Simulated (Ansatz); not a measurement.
Consider Si3H2C4 (slab).

```xyz
18
Lattice="6.1223 0.0000 0.0000 0.0000 3.0612 0.0000 0.0000 0.0000 19.9961" Properties=species:S:1:pos:R:3 pbc="T T T"
C     3.0612    1.5306    4.6525
C     0.0000    1.5306    4.6525
Si    1.5306    1.5306    5.7347
Si    4.5917    1.5306    5.7347
C     4.5917    0.0000    6.8171
C     1.5306    0.0000    6.8171
Si    3.0656    0.0000    7.8441
Si    6.1122    0.0000    8.0014
C     6.1052    1.5306    9.2126
C     3.0748    1.5306    8.8497
Si    4.4120    1.5306   10.1868
Si    1.6788    1.5306   10.1106
C     2.3728    0.0000   10.9175
C     3.7423    0.0000   11.0564
H     3.0612    0.6847    3.9744
H     3.0612    2.3765    3.9744
H     0.0000    2.3754    3.9720
H     0.0000    0.6858    3.9720
```

Changed on purpose from its base cell (C13 moved +0.000 A and C14 +0.139 A along the normal, the rest relaxed); not relaxed (largest force 1.1 eV/Å).

These are results of DFT LDA, scalar-relativistic, plane waves, PAW in Ansatz, not measurements.

What will maps of the valence pseudo-density and electron localisation function show?

C–H (1.08 Å): ρ at the midpoint is about 1.9 e/Å³; the ELF climbs to about 1 towards the hydrogen, as it does in any bond to H (an ordinary covalent bond to hydrogen).
Si–C (1.83 Å): ρ at the midpoint is about 0.97 e/Å³; the ELF peaks at about 0.95 between the atoms.

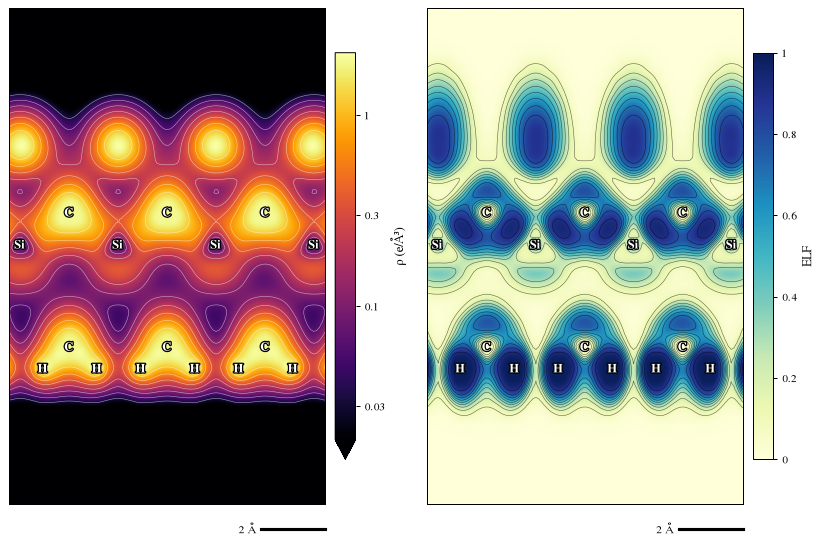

Computed valence pseudo-density and electron localisation function on the (100) plane of the calculation cell, a cut from vacuum to vacuum, in this order. Atoms just off the plane (C, 0.7 Å away) can leave unmarked features too.
